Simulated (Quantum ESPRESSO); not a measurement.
**ZnSe (Stilleite): zone-centre phonons**

Aim: the zone-centre modes of ZnSe (Stilleite).

Main program and level: Quantum ESPRESSO 7.5; DFT LDA, scalar-relativistic, plane waves, JTH PAW pseudopotentials.

Experimental background.

For ZnSe, zincblende (pure ZnSe, earlier work), “Phonon-based partition of (ZnSe-like) semiconductor mixed crystals on approach to their pressure-induced structural transition” (2020, arxiv:2008.07187) quotes earlier work: Raman mode (TO) about 207 cm⁻¹ [Literature Raman frequency quoted as a normalising parameter in the cross-section model].

## Step 1: The structure

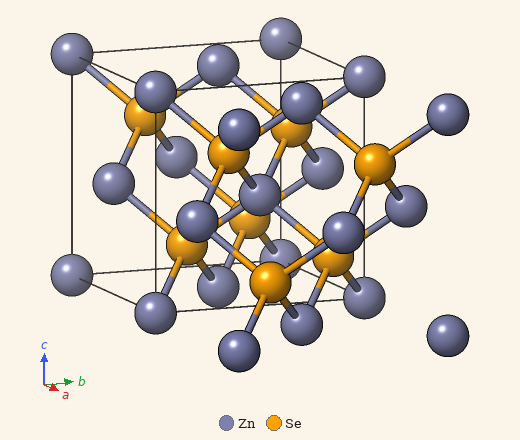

Start, viewed slightly off an axis; zinc blue, selenium orange. 2×1×1 cells are drawn. This picture shows the conventional cell, with its axes. Bonds to atoms that aren't drawn are left out. Some periodic images of atoms are drawn too.

## Step 2: A first look

A cheap run with smearing and empty bands tells whether the crystal has a gap, which decides between fixed occupations and smearing later on.

Input file probe.in:

```
&control
   calculation = 'scf'
   prefix = 'x'
   outdir = './tmp'
   pseudo_dir = './pseudo'
   tprnfor = .true.
   tstress = .true.
   verbosity = 'high'
/
&system
   ibrav = 2
   celldm(1) = 10.71021178
   nat = 2
   ntyp = 2
   ecutwfc = 60.0
   ecutrho = 480.0
   occupations = 'smearing'
   smearing = 'gaussian'
   degauss = 0.01
/
&electrons
   conv_thr = 1.0d-07
   mixing_beta = 0.7
   electron_maxstep = 100
/
ATOMIC_SPECIES
 Zn     65.3800  Zn.upf
 Se     78.9710  Se.upf
ATOMIC_POSITIONS crystal
 Zn     0.000000000   0.000000000   0.000000000
 Se     0.250000000   0.250000000   0.250000000
K_POINTS automatic
 6 6 6 0 0 0
```

Launch:

```bash
$ OMP_NUM_THREADS=1 mpirun -n 4 pw.x -nk 4 -in probe.in > probe.out
```

Output:

```text
[banners, grids, parts of the stress and lines that vanish by symmetry left out]
Program PWSCF v.7.5
     file Zn.upf: wavefunction(s)  0S 0P 0P 3D 0D renormalized
     file Se.upf: wavefunction(s)  0S 4P 0P renormalized
[...]
kinetic-energy cutoff     =      60.0000  Ry
     charge density cutoff     =     480.0000  Ry
     scf convergence threshold =      1.0E-07
[...]
Exchange-correlation= SLA PW NOGX NOGC
                           (   1   4   0   0   0   0   0)
[...]
24 Sym. Ops. (no inversion) found
[...]
(     0          1          0      )
                  (     0          0          1      )
[...]
(  0.0000000  1.0000000  0.0000000 )
                  (  0.0000000  0.0000000  1.0000000 )
[...]
(     1          0         -1      )
                  (     0          0         -1      )
[...]
(  0.0000000  1.0000000  0.0000000 )
[...]
(    -1          0          1      )
                  (    -1          0          0      )
[...]
(  0.0000000  0.0000000  1.0000000 )
                  (  0.0000000 -1.0000000  0.0000000 )
[...]
number of k points=    16  Gaussian smearing, width (Ry)=  0.0100
[...]
End of self-consistent calculation
[...]
the Fermi energy is     6.2770 ev
!    total energy              =    -421.49802301 Ry
[...]
convergence has been achieved in   7 iterations
[...]
atom    1 type  1   force =     0.00000000    0.00000000    0.00000000
     atom    2 type  2   force =     0.00000000    0.00000000    0.00000000
[...]
Total force =     0.000000     Total SCF correction =     0.000000
[...]
total   stress  (Ry/bohr**3)                   (kbar)     P=      -24.25
[...]
XML data file, charge density, pseudopotentials, collected wavefunctions

   JOB DONE.
```

Run time: 5.3 s. Hardware: 4 MPI ranks of Arm Neoverse V1, shared host.

Read from the output:

```
volume per atom   : 22.76 Å³
pressure          : -2.425 GPa
gap on the k-mesh : 1.032 eV
```

A gap of 1.0 eV opens on this mesh, so the crystal is taken as an insulator; the start stands at -2.4 GPa.

## Step 3: Relaxation

The relaxation runs at a cutoff a fifth above that of the response, since stress converges more slowly with the basis than frequencies do. Forces and stress are brought to rest with tight thresholds.

Input file relax.in:

```
&control
   calculation = 'vc-relax'
   prefix = 'x'
   outdir = './tmp'
   pseudo_dir = './pseudo'
   tprnfor = .true.
   tstress = .true.
   forc_conv_thr = 2.0d-05
   etot_conv_thr = 1.0d-07
   nstep = 40
/
&system
   ibrav = 2
   celldm(1) = 10.71021178
   nat = 2
   ntyp = 2
   ecutwfc = 72
   ecutrho = 576.0
   occupations = 'fixed'
   nbnd = 11
/
&electrons
   conv_thr = 1.0d-11
   mixing_beta = 0.7
   electron_maxstep = 100
/
&ions
/
&cell
   press_conv_thr = 0.2
/
ATOMIC_SPECIES
 Zn     65.3800  Zn.upf
 Se     78.9710  Se.upf
ATOMIC_POSITIONS crystal
 Zn     0.000000000   0.000000000   0.000000000
 Se     0.250000000   0.250000000   0.250000000
K_POINTS automatic
 8 8 8 0 0 0
```

Launch:

```bash
$ OMP_NUM_THREADS=1 mpirun -n 4 pw.x -nk 4 -in relax.in > relax.out
```

Output:

```text
[banners, grids, parts of the stress and lines that vanish by symmetry left out]
[banner, memory and clock lines left out]
Program PWSCF v.7.5

[...]
kinetic-energy cutoff     =      72.0000  Ry
     charge density cutoff     =     576.0000  Ry
     scf convergence threshold =      1.0E-11
[...]
energy convergence thresh.=      1.0E-07
     force convergence thresh. =      2.0E-05
     press convergence thresh. =      2.0E-01
     Exchange-correlation= SLA PW NOGX NOGC
                           (   1   4   0   0   0   0   0)
[...]
24 Sym. Ops. (no inversion) found
[...]
number of k points=    29
[...]
End of self-consistent calculation
[...]
highest occupied, lowest unoccupied level (ev):     5.7479    6.7825
!    total energy              =    -421.49861714 Ry
[...]
convergence has been achieved in  11 iterations
[...]
atom    1 type  1   force =     0.00000000    0.00000000    0.00000000
     atom    2 type  2   force =    -0.00000000    0.00000000    0.00000000
     Total force =     0.000000     Total SCF correction =     0.000000
[...]
total   stress  (Ry/bohr**3)                   (kbar)     P=      -34.13
[...]
number of bfgs steps    =   0
[...]
CELL_PARAMETERS (alat= 10.71021178)
[...]
ATOMIC_POSITIONS (crystal)
Zn               0.0000000000        0.0000000000        0.0000000000
Se               0.2500000000        0.2500000000        0.2500000000
[...]
New effective cutoffs (rho, wfc):  582.17   72.84
[...]
End of self-consistent calculation
[...]
highest occupied, lowest unoccupied level (ev):     5.9768    7.0817
!    total energy              =    -421.49967107 Ry
[...]
convergence has been achieved in  30 iterations
[...]
atom    1 type  1   force =    -0.00000000   -0.00000000   -0.00000000
     atom    2 type  2   force =     0.00000000    0.00000000    0.00000000
     Total force =     0.000000     Total SCF correction =     0.000000
[...]
total   stress  (Ry/bohr**3)                   (kbar)     P=      -23.99
[...]
number of bfgs steps    =   1
[...]
CELL_PARAMETERS (alat= 10.71021178)
[...]
ATOMIC_POSITIONS (crystal)
Zn              -0.0000000000       -0.0000000000        0.0000000000
Se               0.2500000000        0.2500000000        0.2500000000
[...]
New effective cutoffs (rho, wfc):  592.50   74.13
[...]
End of self-consistent calculation
[...]
highest occupied, lowest unoccupied level (ev):     6.3315    7.5447
!    total energy              =    -421.50050704 Ry
[...]
convergence has been achieved in  31 iterations
[...]
atom    1 type  1   force =     0.00000000   -0.00000000   -0.00000000
     atom    2 type  2   force =    -0.00000000    0.00000000    0.00000000
     Total force =     0.000000     Total SCF correction =     0.000000
[...]
total   stress  (Ry/bohr**3)                   (kbar)     P=       -6.90
[...]
number of bfgs steps    =   2
[...]
CELL_PARAMETERS (alat= 10.71021178)
[...]
ATOMIC_POSITIONS (crystal)
[...]
New effective cutoffs (rho, wfc):  596.64   74.65
[...]
End of self-consistent calculation
[...]
highest occupied, lowest unoccupied level (ev):     6.4752    7.7320
!    total energy              =    -421.50057438 Ry
[...]
convergence has been achieved in  29 iterations
[...]
atom    1 type  1   force =    -0.00000000   -0.00000000    0.00000000
     atom    2 type  2   force =    -0.00000000   -0.00000000    0.00000000
     Total force =     0.000000     Total SCF correction =     0.000000
[...]
total   stress  (Ry/bohr**3)                   (kbar)     P=        0.47
[...]
number of bfgs steps    =   3
[...]
CELL_PARAMETERS (alat= 10.71021178)
[...]
ATOMIC_POSITIONS (crystal)
[...]
New effective cutoffs (rho, wfc):  596.38   74.61
[...]
End of self-consistent calculation
[...]
highest occupied, lowest unoccupied level (ev):     6.4660    7.7200
!    total energy              =    -421.50057470 Ry
[...]
convergence has been achieved in  32 iterations
[...]
atom    1 type  1   force =     0.00000000    0.00000000   -0.00000000
     atom    2 type  2   force =     0.00000000   -0.00000000    0.00000000
     Total force =     0.000000     Total SCF correction =     0.000000
[...]
total   stress  (Ry/bohr**3)                   (kbar)     P=        0.00
[...]
number of bfgs steps    =   4
[...]
small trust_radius: resetting bfgs history
[...]
CELL_PARAMETERS (alat= 10.71021178)
[...]
ATOMIC_POSITIONS (crystal)
[...]
New effective cutoffs (rho, wfc):  596.38   74.61
[...]
End of self-consistent calculation
[...]
highest occupied, lowest unoccupied level (ev):     6.4660    7.7200
!    total energy              =    -421.50057470 Ry
[...]
convergence has been achieved in  14 iterations
[...]
atom    1 type  1   force =    -0.00000000   -0.00000000    0.00000000
     atom    2 type  2   force =     0.00000000    0.00000000   -0.00000000
     Total force =     0.000000     Total SCF correction =     0.000000
[...]
total   stress  (Ry/bohr**3)                   (kbar)     P=        0.00
[...]
bfgs converged in   6 scf cycles and   5 bfgs steps
[...]
End of BFGS Geometry Optimization
     Final enthalpy           =    -421.5005747043 Ry
     File ./tmp/x.bfgs deleted, as requested
[...]
CELL_PARAMETERS (alat= 10.71021178)
[...]
ATOMIC_POSITIONS (crystal)
Zn              -0.0000000000       -0.0000000000        0.0000000000
Se               0.2500000000        0.2500000000        0.2500000000
[...]
Final scf calculation at the relaxed structure.
[...]
kinetic-energy cutoff     =      72.0000  Ry
     charge density cutoff     =     576.0000  Ry
     scf convergence threshold =      1.0E-13
[...]
press convergence thresh. =      2.0E-01
     Exchange-correlation= SLA PW NOGX NOGC
                           (   1   4   0   0   0   0   0)
[...]
24 Sym. Ops. (no inversion) found
[...]
number of k points=    29
[...]
c_bands:  1 eigenvalues not converged
     c_bands:  1 eigenvalues not converged
     c_bands:  4 eigenvalues not converged
     c_bands:  1 eigenvalues not converged
     c_bands:  1 eigenvalues not converged
[...]
End of self-consistent calculation
[...]
highest occupied, lowest unoccupied level (ev):     6.4660    7.7200
!    total energy              =    -421.50057321 Ry
[...]
convergence has been achieved in  17 iterations
[...]
atom    1 type  1   force =    -0.00000000   -0.00000000    0.00000000
     atom    2 type  2   force =     0.00000000    0.00000000   -0.00000000
     Total force =     0.000000     Total SCF correction =     0.000000
[...]
total   stress  (Ry/bohr**3)                   (kbar)     P=       -0.03
[...]
XML data file, charge density, pseudopotentials, collected wavefunctions
```

Run time: 2.5 min. Hardware: 4 MPI ranks; 10 min of CPU time.

Step by step:

```tsv
step	energy less that of the first step (eV)	largest force (eV/Å)	pressure (GPa)	volume (Å³)
1	0.0000	0.0000	-3.41	45.51
2	-0.0143	0.0000	-2.40	44.73
3	-0.0257	0.0000	-0.69	43.56
4	-0.0266	0.0000	0.05	43.11
5	-0.0266	0.0000	0.00	43.14
6	-0.0266	0.0000	0.00	43.14
7	-0.0266	0.0000	0.00	43.14
```

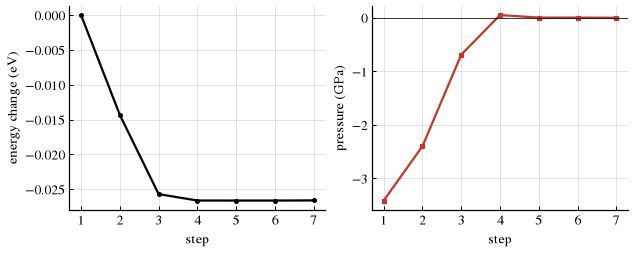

Energy and pressure along the relaxation.

```tsv
conventional cell, symmetrised	before	after	change
a (Å)	5.668	5.567	-1.8 %
b (Å)	5.668	5.567	-1.8 %
c (Å)	5.668	5.567	-1.8 %
volume (Å³/atom)	22.76	21.57	-5.2 %
```

The relaxed structure:

```
CELL_PARAMETERS angstrom
-2.78361 0.00000 2.78361
0.00000 2.78361 2.78361
-2.78361 2.78361 0.00000
ATOMIC_POSITIONS crystal
Zn 0.00000 0.00000 0.00000
Se 0.25000 0.25000 0.25000
```

The last row of the table of steps is pw.x's closing run on a basis chosen anew for the final cell, so its energy can jump.

Numbers from this step:

* volume per atom: 21.57 Å³
* pressure: -0.003000 GPa
* gap on the k-mesh: 1.254 eV

The volume changes by -5.2 % from the cell with which this run began.

## Step 4: Self-consistent run for the response

The response is built on this ground state, so it is converged far tighter than an energy would need. With a gap, occupations are fixed, which also allows the response to an electric field.

Input file scf.in:

```
&control
   calculation = 'scf'
   prefix = 'x'
   outdir = './tmp'
   pseudo_dir = './pseudo'
   tprnfor = .true.
   tstress = .true.
/
&system
   ibrav = 2
   celldm(1) = 10.5205311
   nat = 2
   ntyp = 2
   ecutwfc = 60.0
   ecutrho = 480.0
   occupations = 'fixed'
   nbnd = 11
/
&electrons
   conv_thr = 1.0d-12
   mixing_beta = 0.7
   electron_maxstep = 100
/
ATOMIC_SPECIES
 Zn     65.3800  Zn.upf
 Se     78.9710  Se.upf
ATOMIC_POSITIONS crystal
 Zn     0.000000000   0.000000000   0.000000000
 Se     0.250000000   0.250000000   0.250000000
K_POINTS automatic
 8 8 8 0 0 0
```

Launch:

```bash
$ OMP_NUM_THREADS=1 mpirun -n 4 pw.x -nk 4 -in scf.in > scf.out
```

Output:

```text
[banners, grids, parts of the stress and lines that vanish by symmetry left out]
[banner, memory and clock lines left out]
Program PWSCF v.7.5

[...]
kinetic-energy cutoff     =      60.0000  Ry
     charge density cutoff     =     480.0000  Ry
     scf convergence threshold =      1.0E-12
[...]
Exchange-correlation= SLA PW NOGX NOGC
                           (   1   4   0   0   0   0   0)
[...]
24 Sym. Ops. (no inversion) found
[...]
number of k points=    29
[...]
End of self-consistent calculation
[...]
highest occupied, lowest unoccupied level (ev):     6.4660    7.7200
!    total energy              =    -421.50043322 Ry
[...]
convergence has been achieved in  13 iterations
[...]
atom    1 type  1   force =     0.00000000    0.00000000    0.00000000
     atom    2 type  2   force =     0.00000000    0.00000000    0.00000000
     Total force =     0.000000     Total SCF correction =     0.000000
[...]
total   stress  (Ry/bohr**3)                   (kbar)     P=       -0.46
[...]
XML data file, charge density, pseudopotentials, collected wavefunctions
```

It took 10 s on 4 MPI ranks.

This step gave:

| Quantity | Value |
| --- | --- |
| pressure | -0.04600 GPa |

The cell stands at -0.046 GPa, close enough for phonons.

[end of part 1 of 4]

[Host names and launcher messages were left out of these logs when they were recorded.]

[Logs are printed without paths, hosts, clocks, repeated set-up lines and the standing remarks that a program may print on its own settings, such as how far it seeks lower states.]

[Hosts, paths, dates, database ids (printed as entryN), source tags and the programs' standing remarks are cut or masked in the printed files.]
